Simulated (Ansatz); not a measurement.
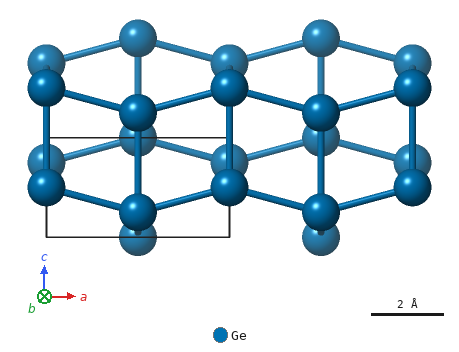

Starting structure of a crystal of Ge (set up in I4_1/amd). A ball-and-stick model of the conventional cell (2 times the calculation's cell), repeated 2 × 1 × 2 with one cell outlined, seen along the b axis. Lengths and directions refer to the drawn axes.

These are results of Ansatz 0.2.0, DFT PBEsol, scalar-relativistic, plane waves, PAW, not measurements.

The input:
```yaml
crystal:
  lattice:
    - [-2.574489719, 2.574489719, 1.3974126432]
    - [2.574489719, -2.574489719, 1.3974126432]
    - [2.574489719, 2.574489719, -1.3974126432]
  atoms:
    - { symbol: Ge, position: [0.25, 0.75, 0.5] }
    - { symbol: Ge, position: [0.5, 0.5, 0.0] }
basis:
  ecutwfc: 420
kpoints:
  mp_grid: { grid: [16, 16, 16] }
hamiltonian:
  xc: pbesol
scf:
  occupations: { method: gaussian, width: 0.1 }
output:
  forces: true
  stress: true
  eigenvalues: true
relax:
  adjacent_minimum: "off"
  f_tol: 0.005
  max_steps: 80
  cell: { stress_tol: 0.05 }
```

Command:
```bash
ansatz run input.yaml --threads 2 --pin off --max-ram 5120MiB --backend cpu --events-out ev --progress --plain --runs-dir out
```

Question: Where does the relaxation end?

Answer: No atom moves by more than 0.005 Å relative to the cell. Cell: a = b 5.149 → 5.126 Å (−0.4 %), c 2.795 → 2.793 Å (−0.1 %). Volume −0.9 %. Near-neighbour distances that change, for instance: Ge1–Ge2 2.668 → 2.656 Å. The space group stays I4_1/amd (No. 141). The energy falls by 0.5 meV per atom in 3 accepted moves (4 points after the start). All forces vanish by symmetry, so only the cell relaxes. Pressure: −0.76 GPa at the start and 0.00 GPa at the end. The SCF was repeated once at an unchanged geometry on a basis and grid sized afresh for the cell, which shifted the energy by less than 0.05 meV per atom at most. The run took 10 s on 2 threads of AMD EPYC 9R45 96-Core Processor (Zen 5) (shared host), peak memory 0.56 GiB.
